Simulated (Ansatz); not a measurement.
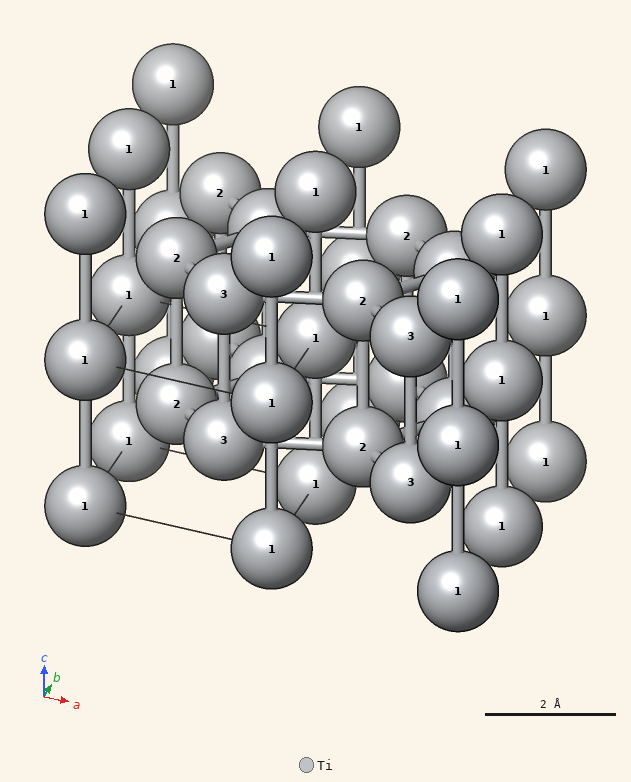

*The starting structure (ball-and-stick view of the cell of the calculation, repeated 2 × 2 × 2, seen slightly off an axis; atoms are numbered from 1 in the order of the input). An atom can appear more than once, as a periodic image.*

Ti: geometry relaxation (part 1 of 2)

System: Ti (P6/mmm, 3 atoms in the cell).
Method: DFT, LDA, PAW with Ansatz's default frozen-core files, scalar-relativistic, no spin polarisation (Ansatz 0.2.0).

The structure was built on a prototype by a generator; it need not be a known phase. Its volume is 0.60 times that of the source entry. It belongs to a series of runs on one base structure; here: omega relaxed under pressure, PAW files. Figures and captions count atoms from 1; the log counts them from 0 in places.

## The program's output
```
Engine: ansatz 0.2.0, aarch64-unknown-linux-gnu
Pseudopotentials: kind: paw
Pseudopotential: Ti, paw, valence charge 12, recommended cutoff 420 eV (normal), Ti.paw.azcp
Functional definition: SPW92
  exchange = slater_x
  correlation = pw_c
Crystal: 3 atoms, lattice volume = 28.950 Å³
Basis set: ecut = 420 eV, 559 PW (Γ)
Bands: 22, of which v1, the nominal top of the filled ones, is band 18 counted from 1 (17 counted from 0)
Symmetry: 24 space group operations
Space group: P6/mmm (ITA 191), of the structure as read, at distance tolerance 3.1e-5 Å
k-points: 98 of 1300
Non-local potential: Ti, projectors of the file, l = 0: 3, l = 1: 2, l = 2: 3, l = 3: 1
PAW form: soft (Blöchl's): semilocal exchange-correlation on the pseudo side does not see the compensation charge
PAW frozen core: Ti, regenerated for the run's functional, and the local potential with it (the file was generated under x = pbe(κ = 0.804, μ = 0.2195149727645171), c = pbe(β = 0.06672455060314922))
PAW one-centre angular grid: Ti, 590 points (default); XC on 64 Gauss nodes
Initial density: superposition of atomic densities (neutral atoms: chi_scale 0, normalization atom), corrected by the library's trained network
Initial wavefunctions: pseudopotential atomic-orbital guess
Functional: x = slater, c = lda
SCF iter   1: F=—  HF=-7345.250114 eV  |F-HF|=—  |Δ(HF+E_count)|=         —  Δρ=2.99e-2  dr2=1.68e-1  ethr=1.77e-3  ⟨swp⟩=4.1  Hψ=8468  notcnv=0
preconditioner: auto → none  [metal: Δε(μ)=0.011 eV  Ē_g=21.470 eV  σ=0.100 eV  W_gap=0.03  n_scr=8 (ndim 8)  ℏωp=37.8 eV  f_vac=0.000  D(μ)=2.47/eV (n_scr^D=32)  sad-step TF]
SCF iter   2: F=—  HF=-7345.195073 eV  |F-HF|=—  |Δ(HF+E_count)|=   5.50e-2  Δρ=1.53e-2  dr2=4.80e-2  ethr=4.66e-4  ⟨swp⟩=2.5  Hψ=4164  notcnv=0
SCF iter   3: F=—  HF=-7345.178857 eV  |F-HF|=—  |Δ(HF+E_count)|=   1.62e-2  Δρ=1.36e-3  dr2=4.01e-4  ethr=1.33e-4  ⟨swp⟩=2.7  Hψ=4145  notcnv=0
SCF iter   4: F=—  HF=-7345.178863 eV  |F-HF|=—  |Δ(HF+E_count)|=   5.06e-6  Δρ=2.20e-4  dr2=1.43e-5  ethr=1.11e-6  ⟨swp⟩=2.0  Hψ=2752  notcnv=0
SCF iter   5: F=—  HF=-7345.178864 eV  |F-HF|=—  |Δ(HF+E_count)|=   1.43e-6  Δρ=5.53e-5  dr2=5.72e-7  ethr=3.96e-8  ⟨swp⟩=2.4  Hψ=3998  notcnv=0
SCF iter   6: F=-7345.178865 eV  HF=-7345.178865 eV  |F-HF|=1.47e-8  |Δ(HF+E_count)|=   5.72e-7  Δρ=1.04e-5  dr2=1.50e-8  ethr=2.78e-10  ⟨swp⟩=5.2  Hψ=8806  notcnv=0
SCF 1 converged in 6 iterations: F = -7345.178865 eV  dr2 = 1.50e-8
  greatest PAW one-centre occupation: 0.999 electrons in one spin orbital (limit 2), on the Ti atom at site 0 (counted from 0), in its partial waves of l = 0
relax step   1: F+E_penalty+E_count = -7345.17886453 eV  Δ(F+E_penalty+E_count) = +0.000e0 eV  max|allowed force component| = 7.401e-17 eV/Å  Δτ_max = 0.0000 Å  P = +141.798 GPa  Ω = 28.950 Å³  (6 SCF iters, dr2 threshold 1.00e-7 eV, accepted)
Crystal: 3 atoms, lattice volume = 29.036 Å³
Basis set: ecut = 420 eV, 583 PW (Γ)
Initial density: handed on by an earlier stage of this run
Initial wavefunctions: those handed on with the density
iter 1 solved again at ethr=3.23e-7 eV; its pass at ethr=3.10e-3 eV (dr2=1.16e-4 eV) is discarded
SCF iter   1: F=—  HF=-7345.254575 eV  |F-HF|=—  |Δ(HF+E_count)|=         —  Δρ=4.98e-4  dr2=1.07e-4  ethr=3.23e-7  ⟨swp⟩=2.8  Hψ=12193  notcnv=0
preconditioner: auto → none  [metal: Δε(μ)=0.006 eV  Ē_g=21.505 eV  σ=0.100 eV  W_gap=0.01  n_scr=8 (ndim 8)  ℏωp=37.7 eV  f_vac=0.000  D(μ)=2.60/eV (n_scr^D=32)]
SCF iter   2: F=—  HF=-7345.254567 eV  |F-HF|=—  |Δ(HF+E_count)|=   8.14e-6  Δρ=1.86e-4  dr2=1.57e-5  ethr=2.99e-7  ⟨swp⟩=1.3  Hψ=2214  notcnv=0
iter 3 did not close the SCF: its close was put off for the readings that it lacked (scf_convergence_deferred on its scf_iter line)
SCF iter   3: F=-7345.254567 eV  HF=-7345.254567 eV  |F-HF|=2.91e-8  |Δ(HF+E_count)|=   3.44e-7  Δρ=2.04e-5  dr2=7.82e-8  ethr=4.36e-8  ⟨swp⟩=2.0  Hψ=2613  notcnv=0
iter 4 did not close the SCF: its close was put off for the readings that it lacked (scf_convergence_deferred on its scf_iter line)
SCF iter   4: F=-7345.254567 eV  HF=-7345.254567 eV  |F-HF|=7.27e-10  |Δ(HF+E_count)|=   6.27e-8  Δρ=3.72e-6  dr2=2.00e-9  ethr=2.17e-10  ⟨swp⟩=2.8  Hψ=4015  notcnv=0
iter 5 did not close the SCF: its close was put off for the readings that it lacked (scf_convergence_deferred on its scf_iter line)
SCF iter   5: F=-7345.254567 eV  HF=-7345.254567 eV  |F-HF|=2.91e-11  |Δ(HF+E_count)|=   2.29e-9  Δρ=6.23e-7  dr2=7.39e-11  ethr=5.55e-12  ⟨swp⟩=2.0  Hψ=3945  notcnv=0
SCF iter   6: F=-7345.254567 eV  HF=-7345.254567 eV  |F-HF|=0.00e0  |Δ(HF+E_count)|=  8.19e-12  Δρ=5.97e-8  dr2=4.08e-13  ethr=1.00e-12  ⟨swp⟩=1.0  Hψ=4785  notcnv=0
SCF 2 converged in 6 iterations: F = -7345.254567 eV  dr2 = 4.08e-13
relax step   2: F+E_penalty+E_count = -7345.25456741 eV  Δ(F+E_penalty+E_count) = -7.570e-2 eV  max|allowed force component| = 1.209e-15 eV/Å  Δτ_max = 0.0000 Å  P = +140.290 GPa  Ω = 29.036 Å³  energy of the carried Pulay correction = -6.510e-5 eV  (6 SCF iters, dr2 threshold 3.00e-7 eV, accepted)
Crystal: 3 atoms, lattice volume = 29.061 Å³
iter 1 solved again at ethr=3.72e-7 eV; its pass at ethr=3.10e-3 eV (dr2=1.34e-4 eV) is discarded
SCF iter   1: F=—  HF=-7345.276554 eV  |F-HF|=—  |Δ(HF+E_count)|=         —  Δρ=5.42e-4  dr2=1.31e-4  ethr=3.72e-7  ⟨swp⟩=2.1  Hψ=11315  notcnv=0
preconditioner: auto → none  [metal: Δε(μ)=0.006 eV  Ē_g=21.511 eV  σ=0.100 eV  W_gap=0.02  n_scr=8 (ndim 8)  ℏωp=37.7 eV  f_vac=0.000  D(μ)=2.62/eV (n_scr^D=32)]
SCF iter   2: F=—  HF=-7345.276537 eV  |F-HF|=—  |Δ(HF+E_count)|=   1.66e-5  Δρ=2.16e-4  dr2=2.17e-5  ethr=3.65e-7  ⟨swp⟩=1.3  Hψ=2193  notcnv=0
iter 3 did not close the SCF: its close was put off for the readings that it lacked (scf_convergence_deferred on its scf_iter line)
SCF iter   3: F=-7345.276535 eV  HF=-7345.276535 eV  |F-HF|=2.99e-8  |Δ(HF+E_count)|=   2.56e-6  Δρ=1.85e-5  dr2=5.90e-8  ethr=6.02e-8  ⟨swp⟩=2.0  Hψ=2585  notcnv=0
iter 4 did not close the SCF: its close was put off for the readings that it lacked (scf_convergence_deferred on its scf_iter line)
SCF iter   4: F=-7345.276535 eV  HF=-7345.276535 eV  |F-HF|=6.15e-10  |Δ(HF+E_count)|=   3.80e-9  Δρ=4.88e-6  dr2=2.79e-9  ethr=1.64e-10  ⟨swp⟩=2.3  Hψ=3295  notcnv=0
iter 5 did not close the SCF: its close was put off for the readings that it lacked (scf_convergence_deferred on its scf_iter line)
SCF iter   5: F=-7345.276535 eV  HF=-7345.276535 eV  |F-HF|=2.73e-12  |Δ(HF+E_count)|=  9.09e-11  Δρ=6.57e-7  dr2=4.37e-11  ethr=7.74e-12  ⟨swp⟩=2.7  Hψ=3779  notcnv=0
SCF iter   6: F=-7345.276535 eV  HF=-7345.276535 eV  |F-HF|=0.00e0  |Δ(HF+E_count)|=  3.64e-12  Δρ=5.43e-8  dr2=5.31e-13  ethr=1.00e-12  ⟨swp⟩=1.0  Hψ=4734  notcnv=0
SCF 3 converged in 6 iterations: F = -7345.276535 eV  dr2 = 5.31e-13
relax step   3: F+E_penalty+E_count = -7345.27653479 eV  Δ(F+E_penalty+E_count) = -2.197e-2 eV  max|allowed force component| = 7.587e-16 eV/Å  Δτ_max = 0.0000 Å  P = +139.764 GPa  Ω = 29.061 Å³  energy of the carried Pulay correction = -8.436e-5 eV  (6 SCF iters, dr2 threshold 3.00e-7 eV, accepted)
Crystal: 3 atoms, lattice volume = 29.054 Å³
iter 1 solved again at ethr=3.90e-7 eV; its pass at ethr=3.10e-3 eV (dr2=1.40e-4 eV) is discarded
SCF iter   1: F=—  HF=-7345.270734 eV  |F-HF|=—  |Δ(HF+E_count)|=         —  Δρ=5.67e-4  dr2=1.39e-4  ethr=3.90e-7  ⟨swp⟩=2.2  Hψ=11519  notcnv=0
preconditioner: auto → none  [metal: Δε(μ)=0.010 eV  Ē_g=21.511 eV  σ=0.100 eV  W_gap=0.03  n_scr=8 (ndim 8)  ℏωp=37.7 eV  f_vac=0.000  D(μ)=2.64/eV (n_scr^D=32)]
SCF iter   2: F=—  HF=-7345.270715 eV  |F-HF|=—  |Δ(HF+E_count)|=   1.89e-5  Δρ=2.27e-4  dr2=2.37e-5  ethr=3.86e-7  ⟨swp⟩=1.3  Hψ=2202  notcnv=0
iter 3 did not close the SCF: its close was put off for the readings that it lacked (scf_convergence_deferred on its scf_iter line)
SCF iter   3: F=-7345.270712 eV  HF=-7345.270712 eV  |F-HF|=4.28e-8  |Δ(HF+E_count)|=   3.03e-6  Δρ=2.02e-5  dr2=7.37e-8  ethr=6.59e-8  ⟨swp⟩=2.0  Hψ=2569  notcnv=0
iter 4 did not close the SCF: its close was put off for the readings that it lacked (scf_convergence_deferred on its scf_iter line)
SCF iter   4: F=-7345.270712 eV  HF=-7345.270712 eV  |F-HF|=1.51e-9  |Δ(HF+E_count)|=   1.35e-8  Δρ=5.76e-6  dr2=4.16e-9  ethr=2.05e-10  ⟨swp⟩=2.2  Hψ=3140  notcnv=0
iter 5 did not close the SCF: its close was put off for the readings that it lacked (scf_convergence_deferred on its scf_iter line)
SCF iter   5: F=-7345.270712 eV  HF=-7345.270712 eV  |F-HF|=1.09e-11  |Δ(HF+E_count)|=  4.58e-10  Δρ=7.19e-7  dr2=4.78e-11  ethr=1.16e-11  ⟨swp⟩=1.7  Hψ=2556  notcnv=0
SCF iter   6: F=-7345.270712 eV  HF=-7345.270712 eV  |F-HF|=9.09e-13  |Δ(HF+E_count)|=  4.55e-12  Δρ=6.34e-8  dr2=6.57e-13  ethr=1.00e-12  ⟨swp⟩=1.0  Hψ=4765  notcnv=0
SCF 4 converged in 6 iterations: F = -7345.270712 eV  dr2 = 6.57e-13
relax step   4: F+E_penalty+E_count = -7345.27071229 eV  Δ(F+E_penalty+E_count) = +5.822e-3 eV  max|allowed force component| = 4.318e-16 eV/Å  Δτ_max = 0.0000 Å  P = +139.748 GPa  Ω = 29.054 Å³  energy of the carried Pulay correction = -7.976e-5 eV  (6 SCF iters, dr2 threshold 3.00e-7 eV, accepted)
Crystal: 3 atoms, lattice volume = 29.034 Å³
iter 1 solved again at ethr=7.94e-8 eV; its pass at ethr=3.10e-3 eV (dr2=2.86e-5 eV) is discarded
SCF iter   1: F=—  HF=-7345.253446 eV  |F-HF|=—  |Δ(HF+E_count)|=         —  Δρ=2.64e-4  dr2=2.82e-5  ethr=7.94e-8  ⟨swp⟩=2.4  Hψ=11858  notcnv=0
preconditioner: auto → none  [metal: Δε(μ)=0.011 eV  Ē_g=21.513 eV  σ=0.100 eV  W_gap=0.03  n_scr=8 (ndim 8)  ℏωp=37.7 eV  f_vac=0.000  D(μ)=2.65/eV (n_scr^D=32)]
SCF iter   2: F=—  HF=-7345.253442 eV  |F-HF|=—  |Δ(HF+E_count)|=   3.76e-6  Δρ=1.05e-4  dr2=4.94e-6  ethr=7.84e-8  ⟨swp⟩=1.4  Hψ=2203  notcnv=0
iter 3 did not close the SCF: its close was put off for the readings that it lacked (scf_convergence_deferred on its scf_iter line)
SCF iter   3: F=-7345.253442 eV  HF=-7345.253442 eV  |F-HF|=7.26e-9  |Δ(HF+E_count)|=   4.95e-7  Δρ=1.06e-5  dr2=2.13e-8  ethr=1.37e-8  ⟨swp⟩=2.0  Hψ=2569  notcnv=0
iter 4 did not close the SCF: its close was put off for the readings that it lacked (scf_convergence_deferred on its scf_iter line)
SCF iter   4: F=-7345.253442 eV  HF=-7345.253442 eV  |F-HF|=2.15e-10  |Δ(HF+E_count)|=  8.33e-10  Δρ=2.74e-6  dr2=8.28e-10  ethr=5.91e-11  ⟨swp⟩=2.2  Hψ=3412  notcnv=0
iter 5 did not close the SCF: its close was put off for the readings that it lacked (scf_convergence_deferred on its scf_iter line)
SCF iter   5: F=-7345.253442 eV  HF=-7345.253442 eV  |F-HF|=3.64e-12  |Δ(HF+E_count)|=  3.18e-10  Δρ=2.84e-7  dr2=1.10e-11  ethr=2.30e-12  ⟨swp⟩=2.3  Hψ=3926  notcnv=0
SCF iter   6: F=-7345.253442 eV  HF=-7345.253442 eV  |F-HF|=1.82e-12  |Δ(HF+E_count)|=  9.09e-13  Δρ=3.81e-8  dr2=1.78e-13  ethr=1.00e-12  ⟨swp⟩=1.0  Hψ=4726  notcnv=0
SCF 5 converged in 6 iterations: F = -7345.253442 eV  dr2 = 1.78e-13
relax step   5: F+E_penalty+E_count = -7345.25344170 eV  Δ(F+E_penalty+E_count) = +1.727e-2 eV  max|allowed force component| = 8.142e-16 eV/Å  Δτ_max = 0.0000 Å  P = +140.013 GPa  Ω = 29.034 Å³  energy of the carried Pulay correction = -6.508e-5 eV  (6 SCF iters, dr2 threshold 3.00e-7 eV, accepted)
Initial wavefunctions: pseudopotential atomic-orbital guess (no wavefunctions were taken with the density)
iter 1 solved again at ethr=4.94e-8 eV; its pass at ethr=3.10e-3 eV (dr2=1.78e-5 eV) is discarded
```
